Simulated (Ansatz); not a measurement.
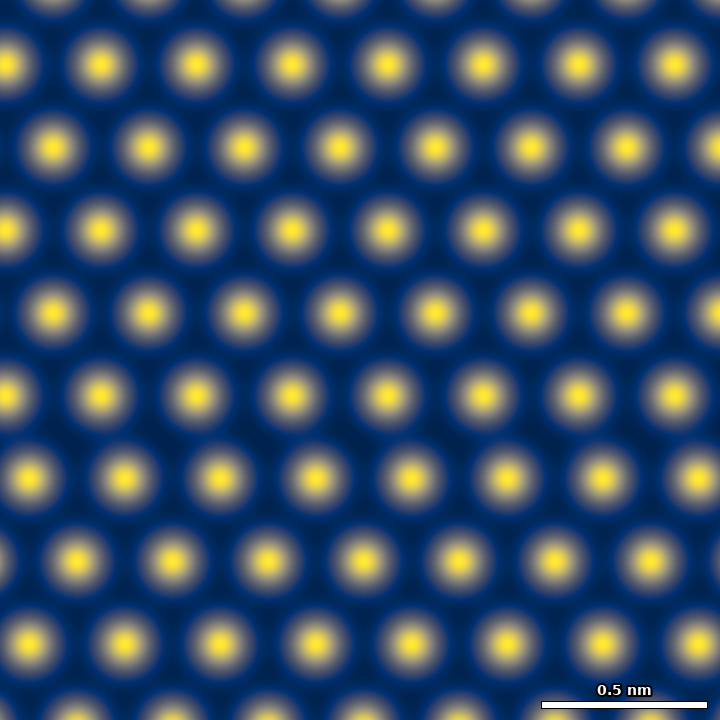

HAADF-like image of Hf (Im-3m, No. 229) along [111]. Simulated incoherent Z contrast: every atom adds Z^1.7 spread by a probe of 1.30 Å full width; channelling and multiple scattering are left out.

One planar defect was built into the perfect crystal by geometry alone, without relaxation. Host structure: the end point of a relaxation with DFT, BLYP, plane waves (420 eV) with PAW, scalar-relativistic in Ansatz; the starting structure was generated, so it need not be a known form of this composition.

Q: Where does the periodic pattern break, and how?

A planar fault (a stacking fault) runs horizontally about 13 Å below the top edge. The part above it is shifted along the boundary by 1/4 of the 2.92 Å repeat of the rows (0.7 Å to the right, the same as 2.2 Å to the left); both parts keep the same orientation.
